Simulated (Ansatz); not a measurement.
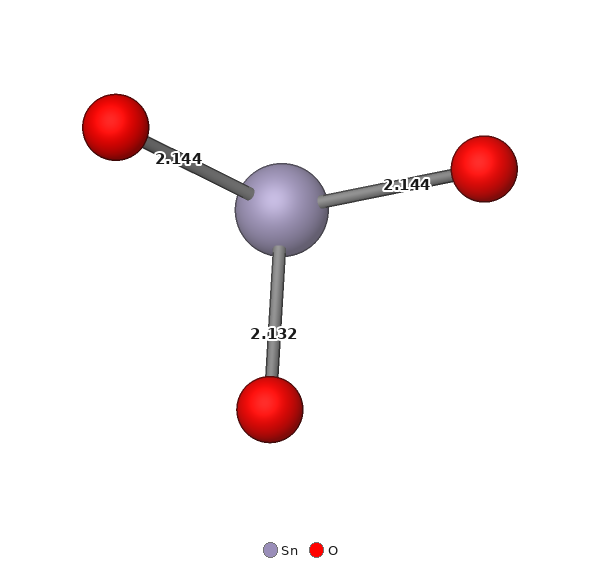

The surroundings of site Sn1 (at 0.000, 0.234, 0.526) in SnO (Pmn2_1), with bond lengths in Å.

Origin of the cell: the end point of a relaxation with Ansatz, DFT PBEsol, scalar-relativistic, plane waves, PAW.

```
Sn O
1.0
     3.31561    0.00000    0.00000
     0.00000    5.70499    0.00000
     0.00000    0.00000    3.89416
Sn O
2 2
Direct
  0.00000 0.23379 0.52617
  0.50000 0.76621 0.02617
  0.00000 0.88536 0.72383
  0.50000 0.11464 0.22383
```

Bond valence s = exp((R0 − d)/b), R0 fitted to published crystal structures with b = 0.37 Å, summed over all anions within 5 Å; R0 in Å: Sn2+–O 1.962; Sn4+–O 1.887.

**Which oxidation state of Sn do these bonds support?**

With the Sn2+ parameters the computed sum is 1 × 0.632 + 2 × 0.611 = 1.85. With the Sn4+ parameters the computed sum is 1 × 0.516 + 2 × 0.499 = 1.51. The sum matches its own assumption best for Sn2+, which also balances the formula's charge.

**And over the whole structure?**

```csv
site,"x, y, z",formal valence,bond-valence sum,difference
Sn1,"0.000, 0.234, 0.526",+2,1.94,-0.06
O1,"0.000, 0.885, 0.724",−2,1.94,-0.06
```

These sums include all anions within 5 Å. The global instability index (root mean square of the differences over all atoms) is 0.06 v.u.: little strain.
